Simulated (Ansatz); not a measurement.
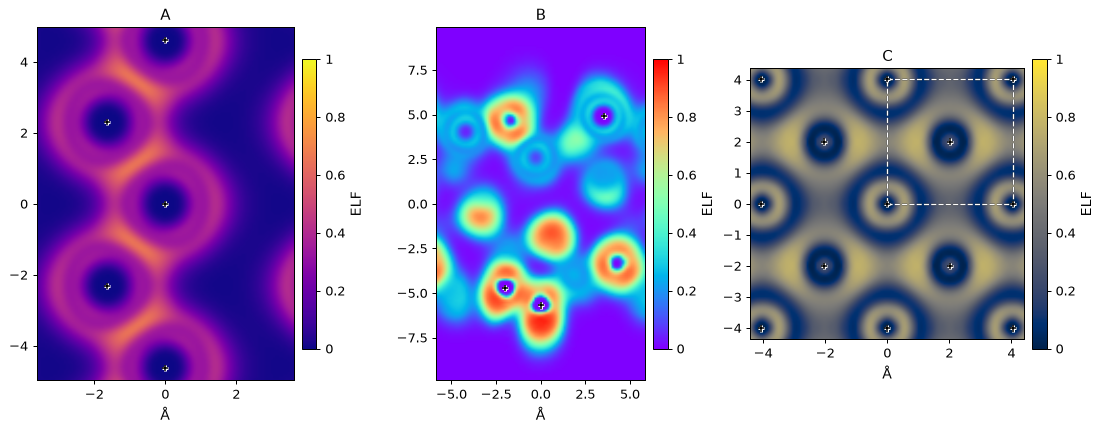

The ELF of 3 systems, each on a plane through atoms (crosses mark nuclei in the plane).

Level of theory: DFT PBEsol, scalar-relativistic, plane waves, PAW (Ansatz).

System 1: In9P10 (slab), the (110) plane of the calculation cell, a cut from vacuum to vacuum. Computed without spin polarisation.

System 2: Sn, the (011) plane of the conventional cell. Space group Fd-3m.

System 3: TiAl, the (001) plane of the conventional cell. Space group Amm2; changed on purpose from its base cell (all Ti atoms moved +0.075 Å, as atom 1 towards its neighbour atom 1 (Ti) at 4.013 A); not relaxed (largest force 0.3 eV/Å); computed pressure about −4 GPa in this cell; computed without spin polarisation.

```yaml
crystal:
  lattice:
    - [0.00000, 0.00000, 4.05910]
    - [2.83730, -2.83730, 0.00000]
    - [2.83730, 2.83730, 0.00000]
  atoms:
    - { symbol: Ti, position: [0.00000, 0.50000, 0.48131] }
    - { symbol: Ti, position: [0.00000, 0.00000, 0.98131] }
    - { symbol: Al, position: [0.50000, 0.50000, 0.00000] }
    - { symbol: Al, position: [0.50000, 0.00000, 0.50000] }
```

> Which map belongs to which system?

Panel A is system 2, Sn: the plane holds Sn. Sn–Sn (2.83 Å): the ELF peaks at about 0.65 between the atoms. Panel B is system 1, In9P10: the plane holds P and In. P–P (2.20 Å): the ELF peaks at about 0.85 between the atoms. Panel C is system 3, TiAl: the plane holds Ti and Al.
